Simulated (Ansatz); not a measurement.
# Run report: CsCl, band-structure calculation

- system: CsCl (Pm-3m, 2 atoms in the cell)
- method: DFT, r2SCAN+rVV10, plane waves, PAW, no spin polarisation (Ansatz 0.2.0)

The structure was built on a prototype by a generator. The geometry comes from this level: r2scan-rvv10. Figures and captions count atoms from 1; the log counts them from 0 in places.

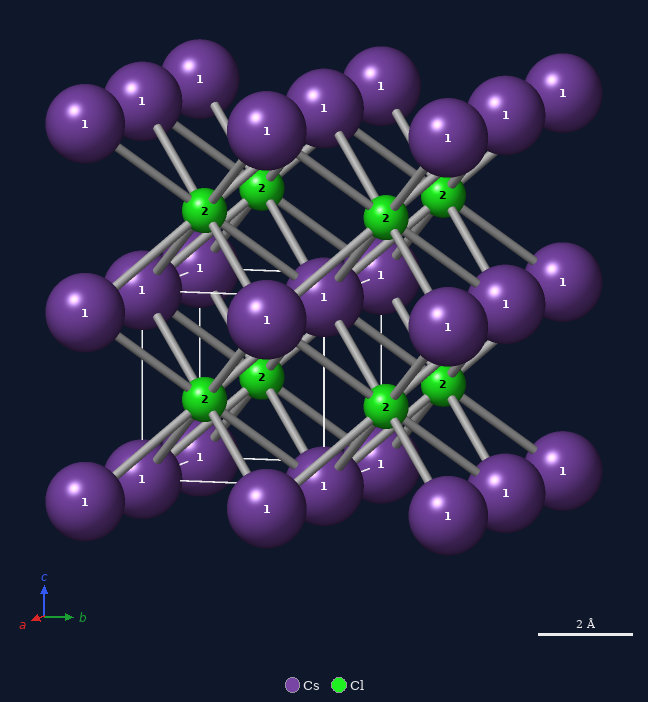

**Figure 1.** The input geometry (ball-and-stick view of the cell of the calculation, repeated 2 × 2 × 2, seen slightly off an axis; atoms are numbered from 1 in the order of the input).

Input file
```yaml
crystal:
  lattice:
    - [4.0847340741, 0.0, 0.0]
    - [0.0, 4.0847340741, 0.0]
    - [0.0, 0.0, 4.0847340741]
  atoms:
    - { symbol: Cs, position: [0.0, 0.0, 0.0] }
    - { symbol: Cl, position: [0.5, 0.5, 0.5] }
kpoints:
  mp_grid: { grid: [8, 8, 8] }
  band_path:
    path: [[0.0, 0.0, 0.0], [0.0, 0.5, 0.0], [0.5, 0.5, 0.0], [0.5, 0.5, 0.5]]
    npoints: 1
hamiltonian:
  xc: r2scan
  dispersion: rvv10
scf:
  occupations: { method: fermi_dirac, width: 0.03 }
  n_extra_bands: 4
output:
  forces: true
  stress: true
  eigenvalues: true
  write_density: true
  write_potential: true
  elf: true
  volumetric_format: npy
```

Launched with:
```bash
ansatz run input.yaml --threads 2 --pin off --max-ram 2211MiB --backend cpu --events-out ev --progress --plain --runs-dir out
```

What the program printed
```
scf.n_extra_bands = 4 over 8 filled bands (N_el = 16.0): the run solves 12 bands
Engine: ansatz 0.2.0, x86_64-unknown-linux-gnu
Pseudopotentials: kind: paw
Pseudopotential: Cs, paw, valence charge 9, recommended cutoff 500 eV (meta_gga), Cs.paw.azcp
Pseudopotential: Cl, paw, valence charge 7, recommended cutoff 500 eV (meta_gga), Cl.paw.azcp
Functional definition: r2SCAN+rVV10
  parameter k0 = 0.174
  parameter k1 = 0.065
  parameter a1 = 4.9479
  exchange = r2scan_x(k0 = k0, k1 = k1, a1 = a1)
  correlation = r2scan_c + rvv10(11.95, 0.0093)
Crystal: 2 atoms, lattice volume = 68.154 Å³
Basis set: ecut = 500 eV, 1743 PW (Γ), exchange–correlation on 144×144×144 points (64 copies of the dense FFT grid, shifted against one another)
Bands: 12, of which v1, the nominal top of the filled ones, is band 8 counted from 1 (7 counted from 0)
Symmetry: 48 space group operations
Space group: Pm-3m (ITA 221), of the structure as read, at distance tolerance 4.1e-5 Å
k-points: 35 of 512
Non-local potential: Cs, projectors of the file, l = 0: 3, l = 1: 2, l = 2: 2, l = 3: 2
Non-local potential: Cl, projectors of the file, l = 0: 2, l = 1: 2, l = 2: 2
PAW form: soft (Blöchl's): semilocal exchange-correlation on the pseudo side does not see the compensation charge
rVV10 density: all electrons in the spheres
PAW frozen core: Cs, regenerated for the run's functional (the file was generated under x = pbe(κ = 0.804, μ = 0.2195149727645171), c = pbe(β = 0.06672455060314922))
PAW frozen core: Cl, regenerated for the run's functional (the file was generated under x = pbe(κ = 0.804, μ = 0.2195149727645171), c = pbe(β = 0.06672455060314922))
PAW one-centre angular grid: Cs, 302 points (default); XC on 160 Gauss nodes
PAW one-centre angular grid: Cl, 302 points (default); XC on 160 Gauss nodes
Initial density: superposition of atomic densities (neutral atoms: chi_scale 0, normalization atom), corrected by the library's trained network
Initial wavefunctions: pseudopotential atomic-orbital guess
Functional: x = r2scan, c = r2scan + rvv10(b = 11.95, C = 0.0093); τ floored in thin density (d = 2e-4 eV/Å³)
SCF iter   1: F=—  HF=-6771.110015 eV  |F-HF|=—  |Δ(HF+E_count)|=         —  Δρ=4.21e-3  dr2=1.20e-2  dr2_τ=1.18e-3  ethr=1.77e-3  ⟨swp⟩=7.8  Hψ=3041  notcnv=0
preconditioner: auto → none  [insulator: Δε(μ)=5.828 eV  Ē_g=12.947 eV  σ=0.030 eV  W_gap=1.00  n_scr=6 (ndim 8)  ℏωp=16.8 eV  f_vac=0.000  D(μ)=0.00/eV (n_scr^D=0)  ε∞_Penn≈2.7]
SCF iter   2: F=—  HF=-6771.124236 eV  |F-HF|=—  |Δ(HF+E_count)|=   1.42e-2  Δρ=1.45e-3  dr2=9.82e-4  dr2_τ=1.24e-4  ethr=7.51e-5  ⟨swp⟩=2.1  Hψ=1089  notcnv=0
SCF iter   3: F=—  HF=-6771.124028 eV  |F-HF|=—  |Δ(HF+E_count)|=   2.08e-4  Δρ=4.66e-4  dr2=8.13e-5  dr2_τ=1.88e-5  ethr=6.13e-6  ⟨swp⟩=2.0  Hψ=819  notcnv=0
SCF iter   4: F=—  HF=-6771.124034 eV  |F-HF|=—  |Δ(HF+E_count)|=   5.61e-6  Δρ=1.64e-4  dr2=8.74e-6  dr2_τ=1.13e-6  ethr=5.08e-7  ⟨swp⟩=2.1  Hψ=555  notcnv=0
SCF iter   5: F=—  HF=-6771.124038 eV  |F-HF|=—  |Δ(HF+E_count)|=   3.46e-6  Δρ=2.69e-5  dr2=2.57e-7  dr2_τ=2.60e-8  ethr=5.46e-8  ⟨swp⟩=2.1  Hψ=705  notcnv=0
SCF iter   6: F=-6771.124038 eV  HF=-6771.124038 eV  |F-HF|=3.82e-9  |Δ(HF+E_count)|=   2.38e-7  Δρ=2.98e-6  dr2=5.17e-9  dr2_τ=4.70e-10  ethr=6.25e-10  ⟨swp⟩=9.0  Hψ=3096  notcnv=0
SCF 1 converged in 6 iterations: F = -6771.124038 eV  dr2 = 5.17e-9
  greatest PAW one-centre occupation: 0.928 electrons in one spin orbital (limit 2), on the Cl atom at site 1 (counted from 0), in its partial waves of l = 0
```

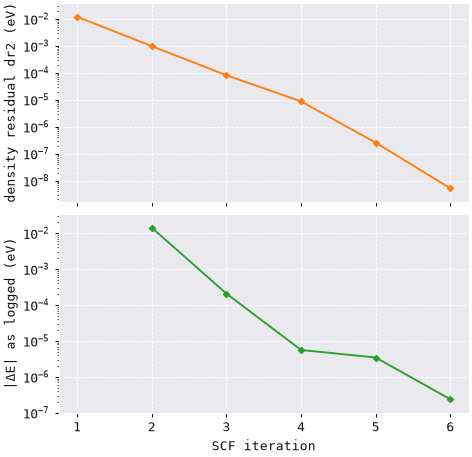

**Figure 2.** Convergence of the self-consistent field: density residual dr2 and size of the energy change against the SCF iteration. The residual falls at every step.

```
NSCF: frozen V_eff on 4 k-points
SCF converged after 6 iterations
Free energy (F): -6771.124038 eV
Harris-Foulkes:  -6771.124038 eV  (|F-HF|=3.82e-9)
Internal energy: -6771.124038 eV  (E = F + TS)
E sigma→0 (E₀):  -6771.124038 eV
Fermi energy:    5.800885 eV
--- Per-component energies (eV) ---
  E_band       = -59.098749
  E_kinetic    = 304.257004
  E_local      = -413.451990  (includes V_loc(G=0)·N_el)
  E_nonlocal   = 57.475594
  E_hartree    = 133.959089
  E_xc         = -265.246845
  E_vxc        = -273.976087  (∫ρ·V_xc dr)
  E_paw        = -5759.789578  (= ΣΔE_a)
  E_vpaw       = -15.036105  (= ΣTr[D̂ρ^β])
  E_aug_tail   = 0.000026  (compensation charges beyond the density's cutoff)
  E_vtau       = 13.715359  (kinetic-family band-sum trace: ∫τ·v_τ [+ j·A + Jᵃ·Aᵃ] dr)
  E_ewald      = -828.240810
  E_core_change = -0.086528  (= ΣΔE_core)
  E_smearing   = -0.000000  (= −TS)
  E_closure    = -0.000000  (closes the sum)
  Σ components = -6771.124038   (vs F -6771.124038, Δ=0.00e0)
--- Forces (eV/Å), atoms counted from 1 ---
  atom   1  Cs    -0.00000000     0.00000000    -0.00000000
  atom   2  Cl     0.00000000     0.00000000     0.00000000
  max |Σ_I F_I| component: 1.14e-29 eV/Å
--- Stress (GPa, compression-positive) ---
        0.002897      -0.000000       0.000000
        0.000000       0.002897       0.000000
        0.000000       0.000000       0.002897
  P = ⅓ Tr σ = 0.0029 GPa (0.029 kbar)
--- Band table (eV; the first three rows and the last of 35) ---
  k-point 0: bands = ["-16.9352", "-9.8899", "-3.0439", "-3.0439", "-3.0439", "2.8716", "2.8716", "2.8716", "8.6826", "8.6826", "9.0046", "13.7076"]
  k-point 1: bands = ["-16.9208", "-9.8977", "-3.1377", "-3.0209", "-3.0209", "2.6562", "2.8348", "2.8348", "8.7929", "9.0691", "9.3987", "13.5496"]
  k-point 2: bands = ["-16.8857", "-9.9184", "-3.3464", "-2.9640", "-2.9640", "2.1986", "2.7432", "2.7432", "9.1058", "9.9768", "10.4719", "13.3049"]
  k-point 34: bands = ["-16.6745", "-9.7141", "-3.6231", "-3.6231", "-3.6231", "1.6892", "1.6892", "1.6892", "12.1611", "12.1611", "12.1611", "14.1947"]
```

File bands.tsv
```
# k_distance	band_0	band_1	band_2	band_3	band_4	band_5	band_6	band_7	band_8	band_9	band_10	band_11
# fermi_ev = 5.800885
# lock_threshold_ev = 1e-6
# [0, 0, 0] at k_distance = 0.000000
# [0, 0.5, 0] at k_distance = 0.769106
# [0.5, 0.5, 0] at k_distance = 1.538212
# [0.5, 0.5, 0.5] at k_distance = 2.307317
# levels_relative_to = fermi_ev
# free_energy_ev = -6771.124038
# largest_residual_norms_ev = 6.761e-4 1.041e-3 4.446e-4 4.026e-4 5.842e-4 9.162e-4 1.463e-3 1.663e-3 6.787e-4 1.707e-3 1.211e-3 1.446e-3
0.000000	-22.736090	-15.690764	-8.844823	-8.844823	-8.844823	-2.929265	-2.929265	-2.929265	2.881761	2.881761	3.203741	7.906748
0.769106	-22.635874	-15.752945	-9.405660	-8.681054	-8.681054	-4.151063	-3.193475	-3.193475	3.984763	5.480122	6.582066	6.844408
1.538212	-22.553044	-15.605044	-9.699797	-9.699797	-8.584585	-3.371041	-3.371041	-3.013083	3.604663	3.691493	5.697616	5.697616
2.307317	-22.475381	-15.515027	-9.423985	-9.423985	-9.423985	-4.111690	-4.111690	-4.111690	6.360208	6.360208	6.360208	8.393813
```

File rho_z.tsv
```
# z_ang	rho[e/angstrom^3]
# format = ansatz-planar-average/11
# lattice	4.084734074	0.000000000	0.000000000
# lattice	0.000000000	4.084734074	0.000000000
# lattice	0.000000000	0.000000000	4.084734074
# sites	2
# site	55	0.000000000	0.000000000	0.000000000
# site	17	2.042367037	2.042367037	2.042367037
0.000000	2.668046e-1
0.113465	2.671913e-1
0.226930	2.675331e-1
0.340395	2.655084e-1
0.453859	2.580193e-1
0.567324	2.428469e-1
0.680789	2.205199e-1
0.794254	1.949858e-1
0.907719	1.723312e-1
1.021184	1.585122e-1
1.134648	1.575856e-1
1.248113	1.710566e-1
1.361578	1.976343e-1
1.475043	2.318584e-1
1.588508	2.642052e-1
1.701973	2.859378e-1
1.815437	2.946446e-1
1.928902	2.949645e-1
2.042367	2.939730e-1
2.155832	2.949645e-1
2.269297	2.946446e-1
2.382762	2.859378e-1
2.496226	2.642052e-1
2.609691	2.318584e-1
2.723156	1.976343e-1
2.836621	1.710566e-1
2.950086	1.575856e-1
3.063551	1.585122e-1
3.177015	1.723312e-1
3.290480	1.949858e-1
3.403945	2.205199e-1
3.517410	2.428469e-1
3.630875	2.580193e-1
3.744340	2.655084e-1
3.857804	2.675331e-1
3.971269	2.671913e-1
```

File v_z.tsv
```
# z_ang	v_es[eV]	v_tot[eV]
# format = ansatz-planar-average/11
# xc	r2scan
# density_cutoff_ev	2500
# datasets	Cs=:simpson_from_first_knot:soft:shift=0	Cl=:simpson_from_first_knot:soft:shift=0
# lattice	4.084734074	0.000000000	0.000000000
# lattice	0.000000000	4.084734074	0.000000000
# lattice	0.000000000	0.000000000	4.084734074
# sites	2
# site	55	0.000000000	0.000000000	0.000000000
# site	17	2.042367037	2.042367037	2.042367037
0.000000	7.124041e-1	-9.234849e0
0.113465	7.791216e-1	-9.250034e0
0.226930	9.799426e-1	-8.871277e0
0.340395	1.315928e0	-8.204630e0
0.453859	1.795746e0	-7.421101e0
0.567324	2.431801e0	-6.490486e0
0.680789	3.231299e0	-5.484770e0
0.794254	4.165198e0	-4.344630e0
0.907719	5.141496e0	-3.219584e0
1.021184	5.993271e0	-2.239427e0
1.134648	6.530779e0	-1.679965e0
1.248113	6.591990e0	-1.625908e0
1.361578	6.183161e0	-2.120967e0
1.475043	5.483131e0	-2.934243e0
1.588508	4.689808e0	-3.964950e0
1.701973	3.959150e0	-5.009208e0
1.815437	3.381020e0	-5.897374e0
1.928902	3.010096e0	-6.459757e0
2.042367	2.881157e0	-6.561131e0
2.155832	3.010096e0	-6.459757e0
2.269297	3.381020e0	-5.897374e0
2.382762	3.959150e0	-5.009208e0
2.496226	4.689808e0	-3.964950e0
2.609691	5.483131e0	-2.934243e0
2.723156	6.183161e0	-2.120967e0
2.836621	6.591990e0	-1.625908e0
2.950086	6.530779e0	-1.679965e0
3.063551	5.993271e0	-2.239427e0
3.177015	5.141496e0	-3.219584e0
3.290480	4.165198e0	-4.344630e0
3.403945	3.231299e0	-5.484770e0
3.517410	2.431801e0	-6.490486e0
3.630875	1.795746e0	-7.421101e0
3.744340	1.315928e0	-8.204630e0
3.857804	9.799426e-1	-8.871277e0
3.971269	7.791216e-1	-9.250034e0
```

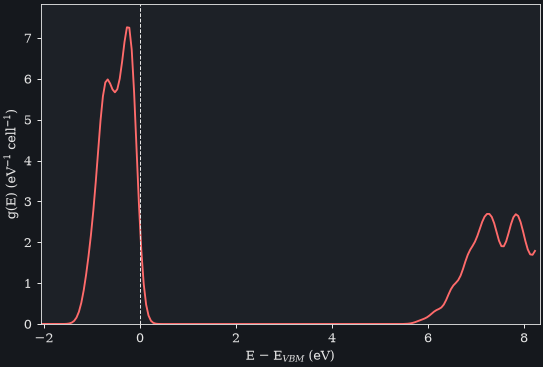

**Figure 3.** Density of states (the curve is built from the levels of the k mesh with Gaussians 0.3 eV wide, which also blur the band edges), with energies from the valence-band top. There is a gap of 5.81 eV on the k-point mesh. Small ripples come from the finite k-point mesh.

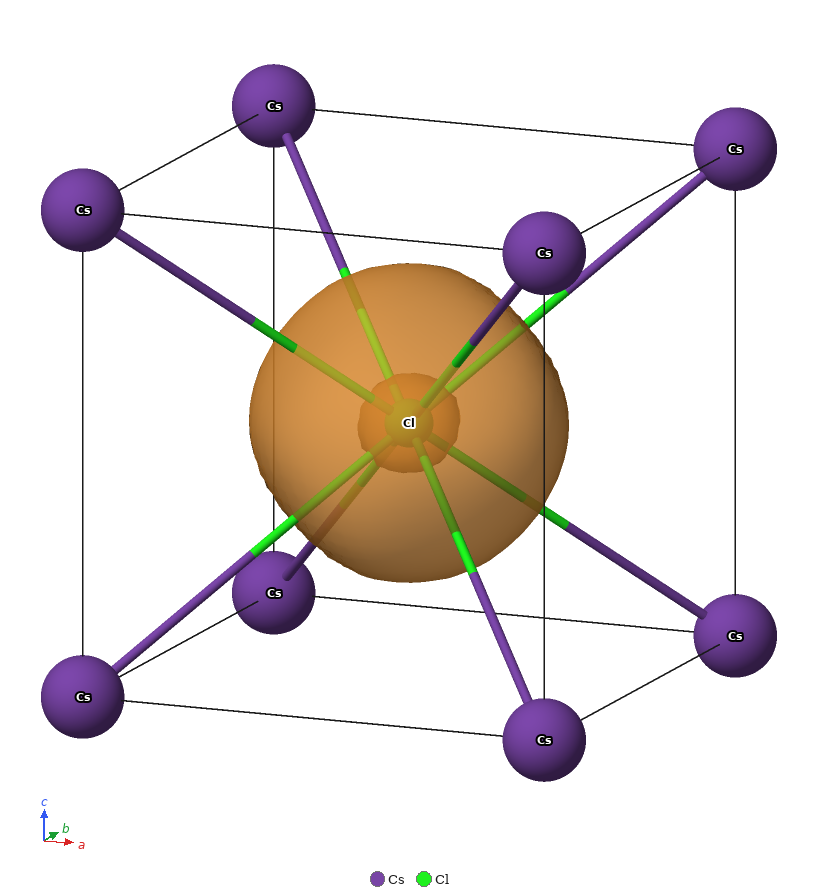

**Figure 4.** Isosurface of the electron localisation function at 0.7 (orange), seen slightly off an axis. Only the valence region is drawn (cores and ρ < 0.01 e/Å³ removed). Sticks mark near contacts. The outline is the cell set on symmetry axes. In a PAW calculation such maps are meaningful between the atoms, not at the nuclei.

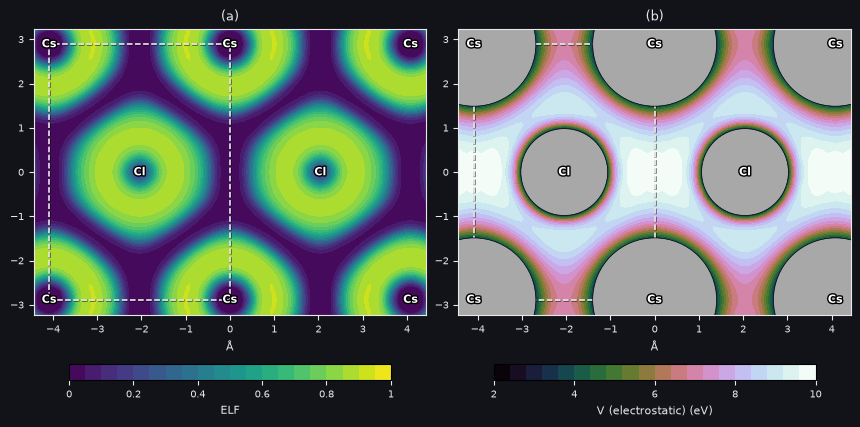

**Figure 5.** (a) ELF; (b) electrostatic potential (local pseudopotential plus Hartree) felt by an electron on the (101̄) plane of the conventional cell. Grey discs, where drawn, cover atomic cores. The section cuts through Cs and Cl sites. Cs–Cl (3.54 Å): the ELF is about 0.05 at the midpoint, which marks a largely ionic contact. The strong features right at Cs lie inside the PAW spheres (semicore, d or f shells) and say nothing about bonding. Outside the cores the potential energy rises away from the atoms and is highest about 1.9 Å from the nearest atoms; outside the discs it spans about 7 eV, and its zero is arbitrary.

Summary

```json
{"quantity": "outcome", "value": "converged"}
{"quantity": "space group (tolerance 0.01 Å)", "value": "Pm-3m (221)"}
{"quantity": "electrons treated", "value": "16"}
{"quantity": "free energy", "value": "−6771.1240 eV"}
{"quantity": "Fermi energy", "value": "5.801 eV"}
{"quantity": "gap on the k-point mesh", "value": "5.81 eV"}
{"quantity": "pressure", "value": "0.00 GPa"}
{"quantity": "largest force (length of the vector)", "value": "under 0.001 eV/Å"}
{"quantity": "hardware", "value": "2 threads of Intel Xeon (Sapphire Rapids), 32 GiB of memory available, shared host"}
{"quantity": "wall time", "value": "4 s (CPU time 7.5 s)"}
{"quantity": "peak memory", "value": "0.6 GiB"}
```
